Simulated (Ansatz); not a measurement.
Input file:

```
crystal:
  lattice:
    - [3.081, 0.0, 0.0]
    - [-1.5405, 2.6682242691, 0.0]
    - [0.0, 0.0, 10.085]
  atoms:
    - { symbol: Si, position: [0.66666667, 0.33333333, 0.93784198] }
    - { symbol: Si, position: [0.33333333, 0.66666667, 0.43784198] }
    - { symbol: Si, position: [0.0, 0.0, 0.68789438] }
    - { symbol: Si, position: [0.0, 0.0, 0.18789438] }
    - { symbol: C, position: [0.66666667, 0.33333333, 0.74980259] }
    - { symbol: C, position: [0.33333333, 0.66666667, 0.24980259] }
    - { symbol: C, position: [0.0, 0.0, 0.50046005] }
    - { symbol: C, position: [0.0, 0.0, 0.00046005] }
scf:
  occupations: { method: gaussian, width: 0.02 }
output:
  forces: true
  stress: true
  eigenvalues: true
  write_density: true
  write_potential: true
  elf: true
  volumetric_format: npy
hamiltonian:
  xc: pbe
kpoints:
  mp_grid: { grid: [12, 12, 4] }
  band_path:
    path:
      - [[0.0, 0.0, 0.0], [0.5, 0.0, 0.0], [0.33333333, 0.33333333, 0.0], [0.0, 0.0, 0.0], [0.0, 0.0, 0.5], [0.5, 0.0, 0.5], [0.33333333, 0.33333333, 0.5], [0.0, 0.0, 0.5]]
      - [[0.5, 0.0, 0.5], [0.5, 0.0, 0.0]]
      - [[0.33333333, 0.33333333, 0.5], [0.33333333, 0.33333333, 0.0]]
    npoints: 20
relax:
  f_tol: 0.01
  adjacent_minimum: "off"
```

Command:

```sh
ansatz run input.yaml --threads 4 --pin off --max-ram 16384MiB --backend cpu --events-out ev --progress --plain --runs-dir out
```

Below, planes, directions and counts refer to the conventional cell (a = 3.08 Å, b = 3.08 Å, c = 10.09 Å, α = 90.00°, β = 90.00°, γ = 120.00°).

The fields are those of the relaxed geometry.

Space group P6₃mc; a structure from a database of computed crystals, not necessarily the ambient phase; computed pressure about 3 GPa in this cell.

Computed with DFT PBE, scalar-relativistic, plane waves, PAW (Ansatz 0.2.0).

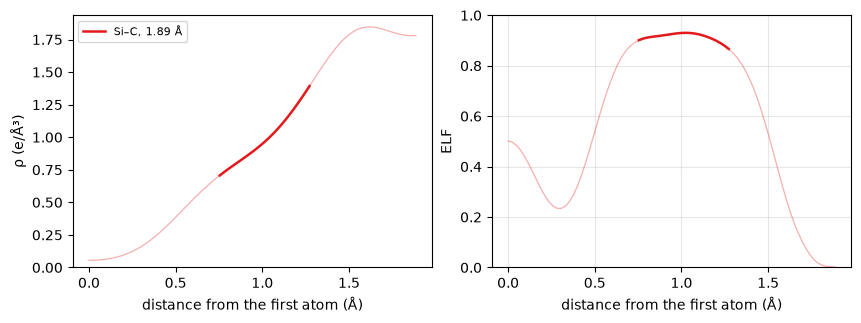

SiC. Valence pseudo-density and ELF along straight lines between neighbouring atoms. Thin, pale parts lie inside the atomic spheres.

Core electrons are frozen (PAW), and the valence fields are smoothed inside the atomic spheres.

What can be read from the curves?

Si–C (1.89 Å): ρ is about 0.89 e/Å³ halfway; the ELF peaks at about 0.95 between the atoms; localised, covalent bonding.
